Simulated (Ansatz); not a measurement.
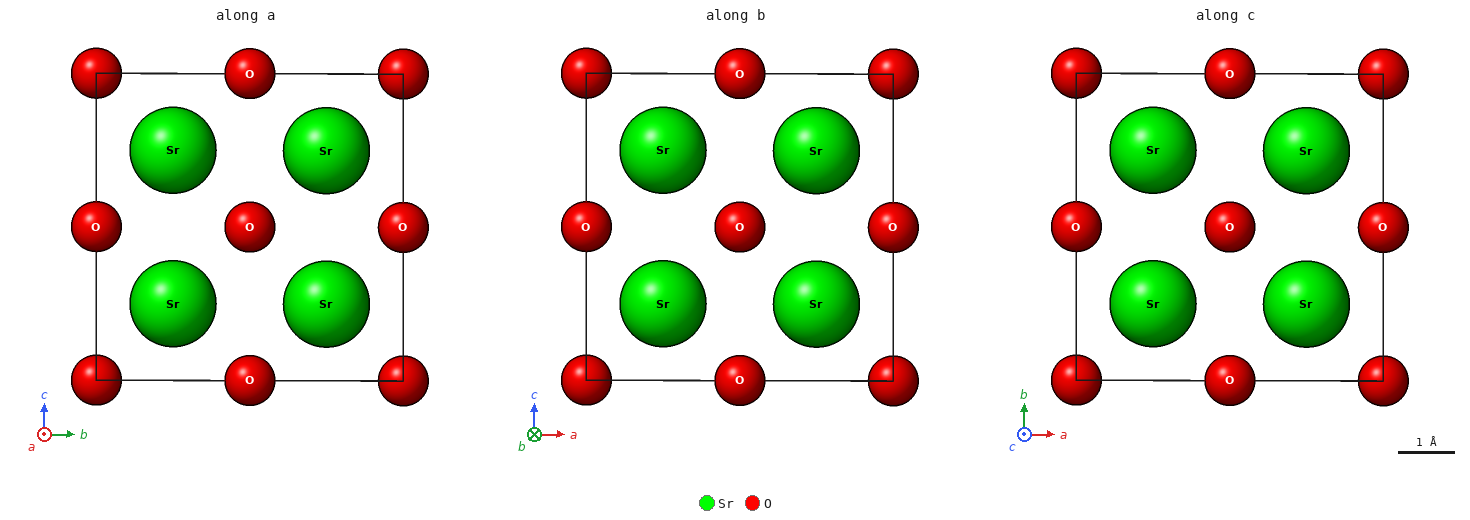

The crystal in a spheres-only representation, seen along the a axis, along the b axis and along the c axis. Lines trace the edges of the drawn cell (a repeat of the simulation cell).

Lattice parameters: a = 5.577 Å, b = 5.577 Å, c = 5.577 Å, α = 90.15°, β = 90.15°, γ = 90.15°. Put a along x and b in the xy plane.

Q: Write down what is shown as a POSCAR file.

A:
```
Sr O
1.0
     5.577    0.000    0.000
    -0.015    5.577    0.000
    -0.015   -0.015    5.577
Sr O
4 4
Direct
  0.2500 0.2500 0.2500
  0.7500 0.7500 0.2500
  0.7500 0.2500 0.7500
  0.2500 0.7500 0.7500
  0.5005 0.0005 0.0005
  0.0005 0.5005 0.0005
  0.0005 0.0005 0.5005
  0.5005 0.5005 0.5005
```

Starting structure: a structure type filled with these elements by a generator (whether the compound takes this form wasn't checked). The cell was then strained or its atoms displaced on purpose. It was the input of a calculation with Ansatz.
